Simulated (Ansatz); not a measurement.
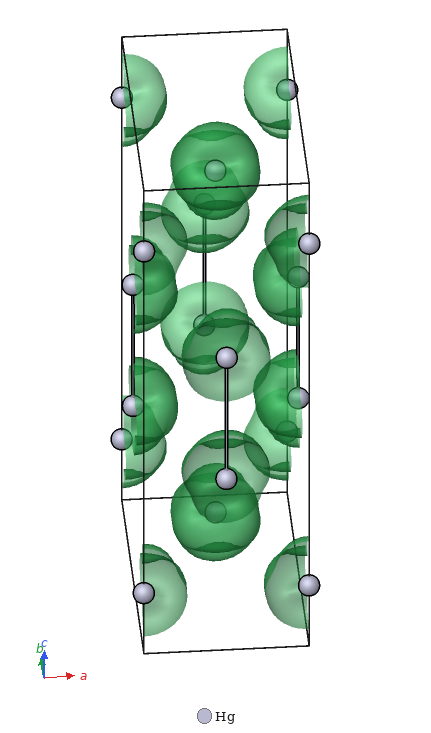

Hg. Density of the Kohn–Sham states from −5.4 to −2.7 eV about the Fermi level (the middle third of the occupied valence band), scaled to one electron a cell: green surface at 0.015 1/Å³, in the conventional cell seen at an oblique angle.

Space group Cmce; the calculation finds a residual pressure of about −5 GPa at this fixed cell. Spin-orbit coupling, left out here, splits and shifts the levels of such heavy elements, by tenths of an eV up to several eV. The cell comes from a database of computed structures, not from a measurement.

The calculation used DFT LDA, scalar-relativistic, plane waves, PAW in Ansatz.

In a PAW calculation such maps are meaningful between the atoms, not at the nuclei.

> What is the character of these states?

Löwdin projections on the PAW files' atomic orbitals give Hg 6s (65 %) and Hg 5d (35 %).
